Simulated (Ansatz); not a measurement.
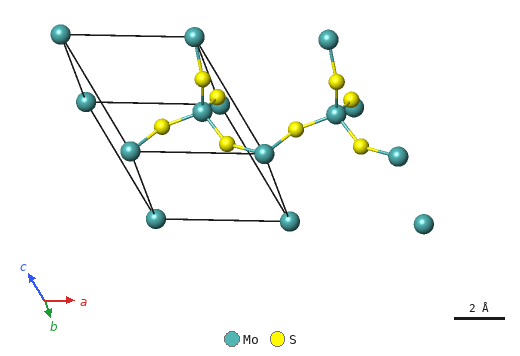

Starting structure of crystalline MoS₂ (built on the SiO2-122 type type). The picture is a ball-and-stick view of the cell of the calculation, repeated 2 × 1 × 1 with one cell outlined, seen from a free direction.

These are results of DFT, PBEsol, plane waves, PAW in Ansatz, not measurements.

Input
```yaml
crystal:
  lattice:
    - [-2.68175038, 2.68175038, 3.95738727]
    - [2.68175038, -2.68175038, 3.95738727]
    - [2.68175038, 2.68175038, -3.95738727]
  atoms:
    - { symbol: Mo, position: [0.0, 0.0, 0.0] }
    - { symbol: Mo, position: [0.75, 0.25, 0.5] }
    - { symbol: S, position: [0.375, 0.22178613, 0.34678613] }
    - { symbol: S, position: [0.97178613, 0.625, 0.84678613] }
    - { symbol: S, position: [0.77821387, 0.125, 0.15321387] }
    - { symbol: S, position: [0.875, 0.02821387, 0.65321387] }
kpoints:
  mp_grid: { grid: [6, 6, 6] }
hamiltonian:
  xc: pbesol
scf:
  occupations: { method: fermi_dirac, width: 0.03 }
relax:
  f_tol: 0.01
  cell: {}
  max_steps: 120
output:
  write_density: true
  write_potential: true
  elf: true
  volumetric_format: npy
```

Run as
```bash
ansatz run input.yaml --threads 2 --pin off --max-ram 29491MiB --backend cpu --events-out ev --progress --plain --runs-dir out
```

### Predict the outcome.

The largest moves relative to the cell, 0.88 Å, are those of S3, S4, S5 and S6. S3 goes along [0 1 1]. Mo stays in place. The drawn cell changes as follows: a = b = c 5.481 → 6.111 Å (+11.5 %), α 121.4° → 130.0°, β 121.4° → 130.0°, γ 87.6° → 73.4°; the volume changes by +14.9 %. Among the contacts that change: S3–S6 2.876 → 3.774 Å, S3–S4 2.837 → 3.622 Å, Mo1–S3 1.745 → 2.250 Å. Among the angles between lasting bonds that change: Mo1–S3–Mo2 145.4° → 104.6°, S3–Mo1–S6 110.9° → 114.0°. The space group stays I-42d (No. 122). Over 11 accepted moves (13 points after the start) the energy falls by 35.310 eV per cell of the calculation. Largest force component: 14 eV/Å at the start, 0.0023 eV/Å at the end. Pressure: 163.91 GPa at the start and −0.02 GPa at the end. The SCF was repeated twice at an unchanged geometry on a basis and grid sized afresh for the cell, which shifted the energy by 25.7 meV per cell of the calculation at most.

The structure at the end:

```xyz
6
Lattice="-2.5833 2.5833 4.8984 2.5833 -2.5833 4.8984 2.5833 2.5833 -4.8984" Properties=species:S:1:pos:R:3 pbc="T T T"
Mo    2.5833    2.5833    4.8984
Mo    0.0000    2.5833    2.4492
S     1.3759    1.2916    1.2246
S     1.2916   -1.2073    3.6738
S     1.2916    3.7906   -1.2246
S     1.2073    1.2916    6.1231
```

The end point in the same view:

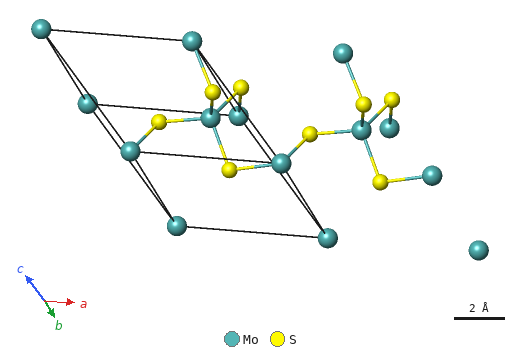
